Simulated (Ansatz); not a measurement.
**Rh: geometry relaxation**

Rh (I4/mmm, 2 atoms in the cell), computed with DFT r2SCAN, scalar-relativistic, plane waves, PAW, no spin polarisation (Ansatz 0.2.0).

The structure derives from a Materials Project entry. It belongs to a series of runs on one base structure; here: film's bulk on the substrate's plane, third vector and atoms relaxed. Figures and captions count atoms from 1; the log counts them from 0 in places.

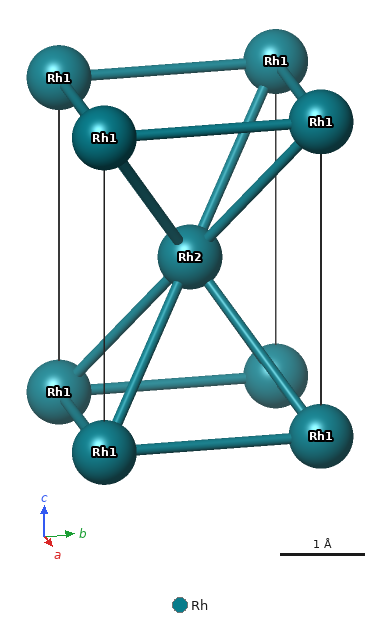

*The structure as given in the input (ball-and-stick view of the reduced cell, seen slightly off an axis; atoms are numbered from 1 in the order of the input).*

Results in brief

| quantity | value |
| --- | --- |
| outcome | converged |
| space group (tolerance 0.01 Å) | I4/mmm (139) |
| electrons treated | 34 |
| free energy | −12830.4942 eV |
| Fermi energy | 21.400 eV |
| gap on the k-point mesh | none (metallic) |
| pressure | −7.58 GPa |
| final volume | 28.29 Å³ |
| largest force (length of the vector) at the end | under 0.001 eV/Å |
| final cell | a = 3.907 Å, b = 3.907 Å, c = 2.692 Å, α = 90.00°, β = 136.52°, γ = 90.00° |
| hardware | 8 threads of AMD EPYC (Zen 3), 189 GiB of memory available, shared host |
| wall time | 36 s (CPU time 2.6 min) |
| peak memory | 0.61 GiB |

Input file
```yaml
crystal:
  lattice:
    - [3.9072701548, 0.0, 0.0]
    - [0.0, 3.9072701548, 0.0]
    - [-1.9536350774, 0.0, 1.8375178114]
  atoms:
    - { symbol: Rh, position: [0.0, 0.0, 0.0] }
    - { symbol: Rh, position: [0.5, 0.5, 0.0] }
basis:
  ecutwfc: 500
kpoints:
  mp_grid: { grid: [9, 9, 18] }
hamiltonian:
  xc: r2scan
scf:
  occupations: { method: gaussian, width: 0.1 }
output:
  forces: true
  stress: true
  eigenvalues: true
relax:
  adjacent_minimum: "off"
  f_tol: 0.01
  max_steps: 50
  cell: { fix: [a, b, gamma], stress_tol: 0.1 }
```

Command:
```bash
ansatz run input.yaml --threads 8 --pin off --max-ram 20480MiB --backend cpu --events-out ev --progress --plain --runs-dir out
```

Log
```
Engine: ansatz 0.2.0, x86_64-unknown-linux-gnu
Pseudopotentials: kind: paw
Pseudopotential: Rh, paw, valence charge 17, recommended cutoff 500 eV (meta_gga), Rh.paw.azcp
Functional definition: r2SCAN
  parameter k0 = 0.174
  parameter k1 = 0.065
  parameter a1 = 4.9479
  exchange = r2scan_x(k0 = k0, k1 = k1, a1 = a1)
  correlation = r2scan_c
Crystal: 2 atoms, lattice volume = 28.053 Å³
Basis set: ecut = 500 eV, 695 PW (Γ), exchange–correlation on 120×120×80 points (64 copies of the dense FFT grid, shifted against one another)
Bands: 21, of which v1, the nominal top of the filled ones, is band 17 counted from 1 (16 counted from 0)
Symmetry: 16 space group operations
Space group: I4/mmm (ITA 139), of the structure as read, at distance tolerance 3.0e-5 Å
k-points: 250 of 1458
Non-local potential: Rh, projectors of the file, l = 0: 3, l = 1: 2, l = 2: 2, l = 3: 1
PAW form: soft (Blöchl's): semilocal exchange-correlation on the pseudo side does not see the compensation charge
PAW frozen core: Rh, regenerated for the run's functional (the file was generated under x = pbe(κ = 0.804, μ = 0.2195149727645171), c = pbe(β = 0.06672455060314922))
PAW one-centre angular grid: Rh, 590 points (default); XC on 160 Gauss nodes
Initial density: superposition of atomic densities (neutral atoms: chi_scale 0, normalization atom), corrected by the library's trained network
Initial wavefunctions: pseudopotential atomic-orbital guess
Functional: x = r2scan, c = r2scan; τ floored in thin density (d = 2e-4 eV/Å³)
SCF iter   1: F=—  HF=-12830.469031 eV  |F-HF|=—  |Δ(HF+E_count)|=         —  Δρ=1.08e-2  dr2=8.33e-3  dr2_τ=1.83e-2  ethr=1.77e-3  ⟨swp⟩=4.9  Hψ=21178  notcnv=0
preconditioner: auto → none  [metal: Δε(μ)=0.005 eV  Ē_g=7.741 eV  σ=0.100 eV  W_gap=0.03  n_scr=6 (ndim 8)  ℏωp=29.7 eV  f_vac=0.000  D(μ)=2.63/eV (n_scr^D=36)  sad-step TF]
SCF iter   2: F=—  HF=-12830.490894 eV  |F-HF|=—  |Δ(HF+E_count)|=   2.19e-2  Δρ=6.77e-3  dr2=4.15e-3  dr2_τ=4.79e-4  ethr=2.45e-5  ⟨swp⟩=2.0  Hψ=9743  notcnv=0  defer=8
SCF iter   3: F=—  HF=-12830.492078 eV  |F-HF|=—  |Δ(HF+E_count)|=   1.18e-3  Δρ=2.11e-3  dr2=1.11e-3  dr2_τ=1.43e-4  ethr=1.22e-5  ⟨swp⟩=2.0  Hψ=7528  notcnv=0  defer=8
SCF iter   4: F=—  HF=-12830.491789 eV  |F-HF|=—  |Δ(HF+E_count)|=   2.89e-4  Δρ=4.47e-4  dr2=1.54e-5  dr2_τ=1.65e-5  ethr=3.27e-6  ⟨swp⟩=2.9  Hψ=9453  notcnv=0  defer=8
SCF iter   5: F=—  HF=-12830.491793 eV  |F-HF|=—  |Δ(HF+E_count)|=   4.26e-6  Δρ=1.32e-4  dr2=1.08e-6  dr2_τ=5.37e-7  ethr=4.53e-8  ⟨swp⟩=2.9  Hψ=10630  notcnv=0  defer=8
SCF iter   6: F=-12830.491795 eV  HF=-12830.491795 eV  |F-HF|=9.40e-10  |Δ(HF+E_count)|=   1.71e-6  Δρ=1.10e-5  dr2=1.64e-8  dr2_τ=5.33e-9  ethr=2.94e-10  ⟨swp⟩=3.4  Hψ=22610  notcnv=0
SCF 1 converged in 6 iterations: F = -12830.491795 eV  dr2 = 1.64e-8
  greatest PAW one-centre occupation: 1.000 electrons in one spin orbital (limit 2), on the Rh atom at site 1 (counted from 0), in its partial waves of l = 0
relax step   1: F+E_penalty+E_count = -12830.49179508 eV  Δ(F+E_penalty+E_count) = +0.000e0 eV  max|allowed force component| = 3.155e-30 eV/Å  Δτ_max = 0.0000 Å  P = -5.420 GPa  Ω = 28.053 Å³  fix = [a, b, gamma]  reactions: a -9.824, b -9.824 GPa  (6 SCF iters, dr2 threshold 1.00e-7 eV, accepted)
Crystal: 2 atoms, lattice volume = 28.439 Å³
Initial density: handed on by an earlier stage of this run
Initial wavefunctions: those handed on with the density
iter 1 solved again at ethr=4.95e-6 eV; its pass at ethr=3.10e-3 eV (dr2=1.68e-3 eV) is discarded
SCF iter   1: F=—  HF=-12830.473936 eV  |F-HF|=—  |Δ(HF+E_count)|=         —  Δρ=2.76e-3  dr2=1.82e-3  dr2_τ=2.02e-2  ethr=4.95e-6  ⟨swp⟩=2.0  Hψ=29936  notcnv=0
preconditioner: auto → none  [metal: Δε(μ)=0.013 eV  Ē_g=7.608 eV  σ=0.100 eV  W_gap=0.07  n_scr=6 (ndim 8)  ℏωp=29.5 eV  f_vac=0.000  D(μ)=2.68/eV (n_scr^D=36)]
SCF iter   2: F=—  HF=-12830.493360 eV  |F-HF|=—  |Δ(HF+E_count)|=   1.94e-2  Δρ=2.38e-3  dr2=1.30e-3  dr2_τ=1.66e-4  ethr=4.95e-6  ⟨swp⟩=2.0  Hψ=9523  notcnv=0
SCF iter   3: F=—  HF=-12830.493023 eV  |F-HF|=—  |Δ(HF+E_count)|=   3.37e-4  Δρ=9.19e-4  dr2=1.42e-4  dr2_τ=1.41e-5  ethr=3.84e-6  ⟨swp⟩=2.4  Hψ=7839  notcnv=0
SCF iter   4: F=—  HF=-12830.493020 eV  |F-HF|=—  |Δ(HF+E_count)|=   3.15e-6  Δρ=3.06e-4  dr2=1.76e-5  dr2_τ=1.54e-6  ethr=4.17e-7  ⟨swp⟩=2.0  Hψ=8608  notcnv=0
SCF iter   5: F=—  HF=-12830.493018 eV  |F-HF|=—  |Δ(HF+E_count)|=   1.38e-6  Δρ=1.71e-4  dr2=7.76e-6  dr2_τ=2.69e-7  ethr=5.18e-8  ⟨swp⟩=1.0  Hψ=5250  notcnv=0
SCF iter   6: F=—  HF=-12830.493017 eV  |F-HF|=—  |Δ(HF+E_count)|=   1.30e-6  Δρ=9.00e-5  dr2=2.14e-6  dr2_τ=7.45e-8  ethr=2.28e-8  ⟨swp⟩=1.6  Hψ=6493  notcnv=0
SCF iter   7: F=—  HF=-12830.493017 eV  |F-HF|=—  |Δ(HF+E_count)|=   3.72e-7  Δρ=3.58e-5  dr2=3.34e-7  dr2_τ=1.22e-8  ethr=6.29e-9  ⟨swp⟩=2.3  Hψ=7443  notcnv=0
SCF iter   8: F=-12830.493017 eV  HF=-12830.493017 eV  |F-HF|=2.37e-8  |Δ(HF+E_count)|=   5.44e-8  Δρ=1.28e-5  dr2=4.23e-8  dr2_τ=1.61e-9  ethr=5.88e-10  ⟨swp⟩=4.0  Hψ=16983  notcnv=0
the search or the solves at the SCF's close seem to have found levels that the self-consistency loop had missed (the run counts 3). By its estimate they hold under 1e-12 electrons; where the run keeps them, the occupations were computed again with them
SCF 2 converged in 8 iterations: F = -12830.493017 eV  dr2 = 4.23e-8
relax step   2: F+E_penalty+E_count = -12830.49301651 eV  Δ(F+E_penalty+E_count) = -1.221e-3 eV  max|allowed force component| = 5.423e-30 eV/Å  Δτ_max = 0.0000 Å  P = -8.938 GPa  Ω = 28.439 Å³  energy of the carried Pulay correction = -8.487e-5 eV  fix = [a, b, gamma]  reactions: a -12.290, b -12.290 GPa  (8 SCF iters, dr2 threshold 2.00e-7 eV, accepted)
Crystal: 2 atoms, lattice volume = 28.286 Å³
iter 1 solved again at ethr=7.95e-7 eV; its pass at ethr=3.10e-3 eV (dr2=2.70e-4 eV) is discarded
SCF iter   1: F=—  HF=-12830.491166 eV  |F-HF|=—  |Δ(HF+E_count)|=         —  Δρ=1.02e-3  dr2=2.44e-4  dr2_τ=3.13e-3  ethr=7.95e-7  ⟨swp⟩=2.9  Hψ=28104  notcnv=0
preconditioner: auto → none  [metal: Δε(μ)=0.002 eV  Ē_g=7.659 eV  σ=0.100 eV  W_gap=0.01  n_scr=6 (ndim 8)  ℏωp=29.6 eV  f_vac=0.000  D(μ)=2.65/eV (n_scr^D=36)]
SCF iter   2: F=—  HF=-12830.494190 eV  |F-HF|=—  |Δ(HF+E_count)|=   3.02e-3  Δρ=8.50e-4  dr2=1.63e-4  dr2_τ=2.12e-5  ethr=7.19e-7  ⟨swp⟩=2.0  Hψ=9522  notcnv=0
SCF iter   3: F=—  HF=-12830.494147 eV  |F-HF|=—  |Δ(HF+E_count)|=   4.29e-5  Δρ=3.32e-4  dr2=1.69e-5  dr2_τ=1.83e-6  ethr=4.79e-7  ⟨swp⟩=2.3  Hψ=7773  notcnv=0
SCF iter   4: F=—  HF=-12830.494149 eV  |F-HF|=—  |Δ(HF+E_count)|=   1.37e-6  Δρ=1.18e-4  dr2=2.96e-6  dr2_τ=2.20e-7  ethr=4.96e-8  ⟨swp⟩=2.0  Hψ=8710  notcnv=0
SCF iter   5: F=—  HF=-12830.494148 eV  |F-HF|=—  |Δ(HF+E_count)|=   3.66e-7  Δρ=6.37e-5  dr2=1.07e-6  dr2_τ=3.51e-8  ethr=8.72e-9  ⟨swp⟩=1.0  Hψ=5250  notcnv=0
SCF iter   6: F=—  HF=-12830.494148 eV  |F-HF|=—  |Δ(HF+E_count)|=   1.70e-7  Δρ=3.41e-5  dr2=3.04e-7  dr2_τ=1.05e-8  ethr=3.14e-9  ⟨swp⟩=1.2  Hψ=5591  notcnv=0
SCF iter   7: F=-12830.494148 eV  HF=-12830.494148 eV  |F-HF|=2.47e-8  |Δ(HF+E_count)|=   5.09e-8  Δρ=1.32e-5  dr2=4.49e-8  dr2_τ=1.64e-9  ethr=5.88e-10  ⟨swp⟩=4.0  Hψ=16886  notcnv=0
SCF 3 converged in 7 iterations: F = -12830.494148 eV  dr2 = 4.49e-8
relax step   3: F+E_penalty+E_count = -12830.49414824 eV  Δ(F+E_penalty+E_count) = -1.132e-3 eV  max|allowed force component| = 7.889e-31 eV/Å  Δτ_max = 0.0000 Å  P = -7.582 GPa  Ω = 28.286 Å³  energy of the carried Pulay correction = -5.131e-5 eV  fix = [a, b, gamma]  reactions: a -11.348, b -11.348 GPa  (7 SCF iters, dr2 threshold 2.00e-7 eV, accepted)
Initial wavefunctions: pseudopotential atomic-orbital guess (no wavefunctions were taken with the density)
iter 1 solved again at ethr=2.41e-8 eV; its pass at ethr=3.10e-3 eV (dr2=8.20e-6 eV) is discarded
SCF iter   1: F=—  HF=-12830.494206 eV  |F-HF|=—  |Δ(HF+E_count)|=         —  Δρ=2.49e-5  dr2=6.99e-8  dr2_τ=1.68e-7  ethr=2.41e-8  ⟨swp⟩=3.8  Hψ=37976  notcnv=0
preconditioner: auto → none  [metal: Δε(μ)=0.002 eV  Ē_g=7.655 eV  σ=0.100 eV  W_gap=0.01  n_scr=6 (ndim 8)  ℏωp=29.6 eV  f_vac=0.000  D(μ)=2.65/eV (n_scr^D=36)]
SCF iter   2: F=—  HF=-12830.494204 eV  |F-HF|=—  |Δ(HF+E_count)|=   1.82e-6  Δρ=9.86e-6  dr2=8.27e-9  dr2_τ=4.91e-9  ethr=2.06e-10  ⟨swp⟩=2.1  Hψ=8977  notcnv=0
SCF iter   3: F=—  HF=-12830.494204 eV  |F-HF|=—  |Δ(HF+E_count)|=   2.98e-9  Δρ=5.42e-6  dr2=1.23e-9  dr2_τ=1.37e-9  ethr=2.43e-11  ⟨swp⟩=2.0  Hψ=7443  notcnv=0
SCF iter   4: F=—  HF=-12830.494204 eV  |F-HF|=—  |Δ(HF+E_count)|=   2.90e-9  Δρ=1.22e-6  dr2=8.43e-11  dr2_τ=5.97e-11  ethr=3.63e-12  ⟨swp⟩=2.1  Hψ=8674  notcnv=0
SCF iter   5: F=-12830.494204 eV  HF=-12830.494204 eV  |F-HF|=1.82e-12  |Δ(HF+E_count)|=  1.80e-10  Δρ=8.62e-8  dr2=6.79e-13  dr2_τ=2.15e-13  ethr=1.00e-12  ⟨swp⟩=4.0  Hψ=19068  notcnv=0
SCF 4 converged in 5 iterations: F = -12830.494204 eV  dr2 = 6.79e-13
relax step   4: F+E_penalty+E_count = -12830.49420394 eV  Δ(F+E_penalty+E_count) = -5.570e-5 eV  max|allowed force component| = 1.765e-29 eV/Å  Δτ_max = 0.0000 Å  P = -7.579 GPa  Ω = 28.286 Å³  fix = [a, b, gamma]  reactions: a -11.346, b -11.346 GPa  stress off target by 4.62e-2 GPa on what of the cell is left free  SCF on the basis re-selected at this cell (its energy is not comparable with the rows above)  (5 SCF iters)
```

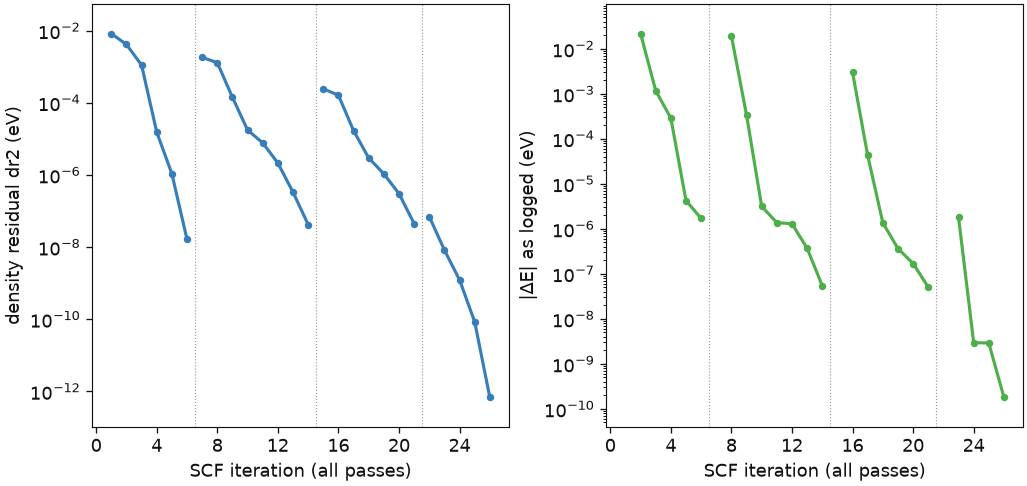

*Convergence of the self-consistent field: density residual dr2 and size of the energy change against the SCF iteration. The dotted lines part the SCF passes of the relaxation: geometry steps, rejected trials and re-solves on a re-selected basis.*

The passes take 6, 8, 7 and 5 iterations.

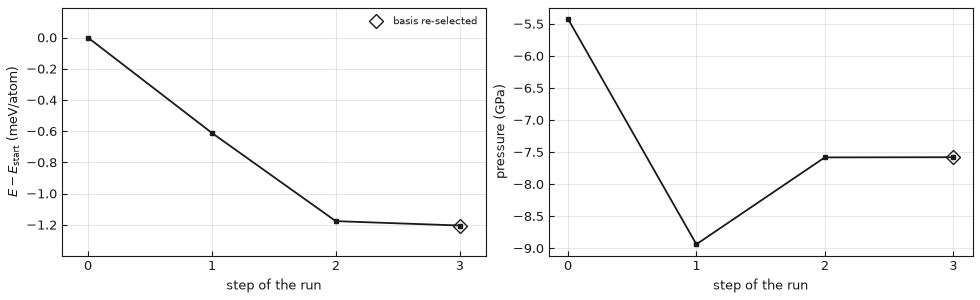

*Progress of the relaxation, step by step (the first geometry is step 0 here and step 1 in the log).*

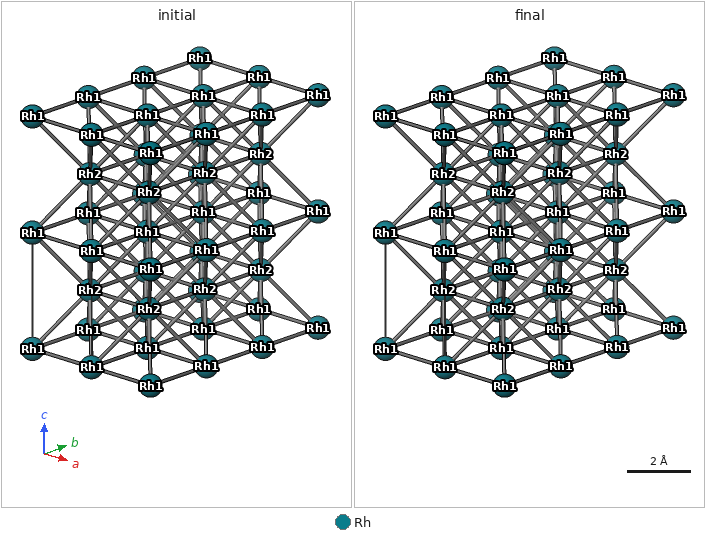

*Before (left) and after (right) the relaxation, at one scale (ball-and-stick view of the reduced cell, repeated 2 × 3 × 2, seen at an oblique angle).*

After 2 geometry steps the energy has fallen by 1.2 meV per atom. All forces vanish by symmetry, so only the cell relaxes. Pressure: −5.42 GPa at the start and −7.58 GPa at the end. The atoms keep their places relative to the cell (all moves are under 0.005 Å). Cell: a = b 2.682 → 2.692 Å (+0.4 %), c stays at 3.907 Å, γ 93.5° → 93.0°. Volume +0.8 %. Among the contacts that change: Rh1–Rh1 2.682 → 2.692 Å. The space group stays I4/mmm (No. 139). A last SCF at the same geometry on a re-selected plane-wave basis shifts the energy by next to nothing (0.0 meV per atom). (Atoms are counted from 1 in the order of the input.)

```
basis re-selected at this cell: Δ(F+E_penalty+E_count) = -5.570e-5 eV, ΔP = +0.003 GPa vs the last step (what re-selecting the basis moved, of the pressure what is left beyond the Pulay correction that the steps carried, after the strain that the cell walked since its last selection, with what the two solves' SCF thresholds leave and, on support functions, any second-order correction that the steps lacked; it is no measure of the basis error at this ecutwfc). This SCF's stress stands 4.62e-2 GPa from its target on what of the cell is left free (relax.cell.stress_tol is 1.00e-1 GPa) and its largest allowed force component is 1.77e-29 eV/Å (relax.f_tol is 1.00e-2 eV/Å): within both
SCF converged after 5 iterations
Free energy (F): -12830.494204 eV
Harris-Foulkes:  -12830.494204 eV  (|F-HF|=1.82e-12)
Internal energy: -12830.480942 eV  (E = F + TS)
E sigma→0 (E₀):  -12830.487573 eV
Entropy (-TS):   -0.013262 eV (-6.631 meV/atom)
Fermi energy:    21.399845 eV
--- Per-component energies (eV) ---
  E_band       = -228.294662
  E_kinetic    = 1144.466639
  E_local      = -3197.948684  (includes V_loc(G=0)·N_el)
  E_nonlocal   = 710.870272
  E_hartree    = 1124.197308
  E_xc         = -432.833597
  E_vxc        = -627.079044  (∫ρ·V_xc dr)
  E_paw        = -7208.401659  (= ΣΔE_a)
  E_vpaw       = -549.440466  (= ΣTr[D̂ρ^β])
  E_aug_tail   = 0.001317  (compensation charges beyond the density's cutoff)
  E_vtau       = 42.440695  (kinetic-family band-sum trace: ∫τ·v_τ [+ j·A + Jᵃ·Aᵃ] dr)
  E_ewald      = -4970.092620
  E_core_change = -0.739919  (= ΣΔE_core)
  E_smearing   = -0.013262  (= −TS)
  E_closure    = -0.000000  (closes the sum)
  Σ components = -12830.494204   (vs F -12830.494204, Δ=0.00e0)
--- Forces (eV/Å), atoms counted from 1 ---
  atom   1  Rh    -0.00000000    -0.00000000     0.00000000
  atom   2  Rh     0.00000000     0.00000000    -0.00000000
  max |Σ_I F_I| component: 1.01e-29 eV/Å
--- Stress (GPa, compression-positive) ---
      -11.345834       0.000000       0.000000
        0.000000     -11.345834       0.000000
        0.000000       0.000000      -0.046237
  P = ⅓ Tr σ = -7.5793 GPa (-75.793 kbar)
--- Band table (eV; the first three rows and the last of 250) ---
  k-point 0: bands = ["-59.6419", "-59.5042", "-26.9874", "-26.5725", "-26.5250", "-26.3266", "-26.3266", "-26.2964", "13.4711", "15.1533", "15.5448", "18.2122", "18.2122", "18.7521", "20.0333", "20.6799", "21.8715", "22.1473", "22.6065", "24.4836", "33.4302"]
  k-point 1: bands = ["-59.6371", "-59.5042", "-26.9738", "-26.5738", "-26.5393", "-26.3358", "-26.3358", "-26.3184", "13.6520", "15.2823", "15.6500", "18.2964", "18.2964", "18.6236", "20.0827", "20.5712", "21.7307", "21.7308", "22.1479", "25.4671", "33.3505"]
  k-point 2: bands = ["-59.6232", "-59.5040", "-26.9345", "-26.5803", "-26.5772", "-26.3812", "-26.3623", "-26.3623", "14.1715", "15.6420", "15.9643", "18.2686", "18.5474", "18.5474", "20.2266", "20.2747", "20.4214", "21.3343", "22.1496", "27.0915", "33.1274"]
  k-point 249: bands = ["-59.5478", "-59.5321", "-26.7977", "-26.7588", "-26.6049", "-26.5481", "-26.4564", "-26.4265", "16.8255", "17.1246", "17.6129", "17.6327", "17.7653", "18.2334", "19.3293", "19.6033", "19.8654", "20.3526", "23.2544", "24.2684", "35.8052"]
--- Relaxed structure (3 steps of the walk, 3 accepted, 1 SCFs on fresh bases) ---
  F+E_penalty+E_count = -12830.49420394 eV   max|allowed force component| = 1.765e-29 eV/Å   (the final SCF, on the basis selected at the relaxed cell)
  cell:  # Å, volume = 28.2856 Å³
    - [3.9072701548, 9.302599130260354e-113, -1.9317416745355294e-32]
    - [9.302599130260354e-113, 3.9072701548, -2.4765918904301662e-33]
    - [-1.9536350774, -1.1646959462589722e-33, 1.8527545277745059]
  atoms:
    - { symbol: Rh, position: [0.0, 0.0, 0.0] }
    - { symbol: Rh, position: [0.5, 0.5, -1.3684555315672042e-48] }
```

Trajectory as extended XYZ (Å, eV, eV/Å), 4 frames, from step=1 to step=4
```
2
Lattice="3.9073 0.0000 0.0000 0.0000 3.9073 0.0000 -1.9536 0.0000 1.8375" Properties=species:S:1:pos:R:3:forces:R:3 step=1 energy=-12830.49179 pressure_GPa=-5.42
Rh    0.0000    0.0000    0.0000    0.0000   0.0000   0.0000
Rh    1.9536    1.9536    0.0000    0.0000   0.0000   0.0000
2
Lattice="3.9073 0.0000 0.0000 0.0000 3.9073 0.0000 -1.9536 0.0000 1.8628" Properties=species:S:1:pos:R:3:forces:R:3 step=2 energy=-12830.49302 pressure_GPa=-8.94
Rh    0.0000    0.0000    0.0000    0.0000   0.0000   0.0000
Rh    1.9536    1.9536    0.0000    0.0000   0.0000   0.0000
2
Lattice="3.9073 0.0000 0.0000 0.0000 3.9073 0.0000 -1.9536 0.0000 1.8528" Properties=species:S:1:pos:R:3:forces:R:3 step=3 energy=-12830.49415 pressure_GPa=-7.58
Rh    0.0000    0.0000    0.0000    0.0000   0.0000   0.0000
Rh    1.9536    1.9536    0.0000    0.0000   0.0000   0.0000
2
Lattice="3.9073 0.0000 0.0000 0.0000 3.9073 0.0000 -1.9536 0.0000 1.8528" Properties=species:S:1:pos:R:3:forces:R:3 step=4 energy=-12830.49420 pressure_GPa=-7.58
Rh    0.0000    0.0000    0.0000    0.0000   0.0000   0.0000
Rh    1.9536    1.9536    0.0000    0.0000   0.0000   0.0000
```
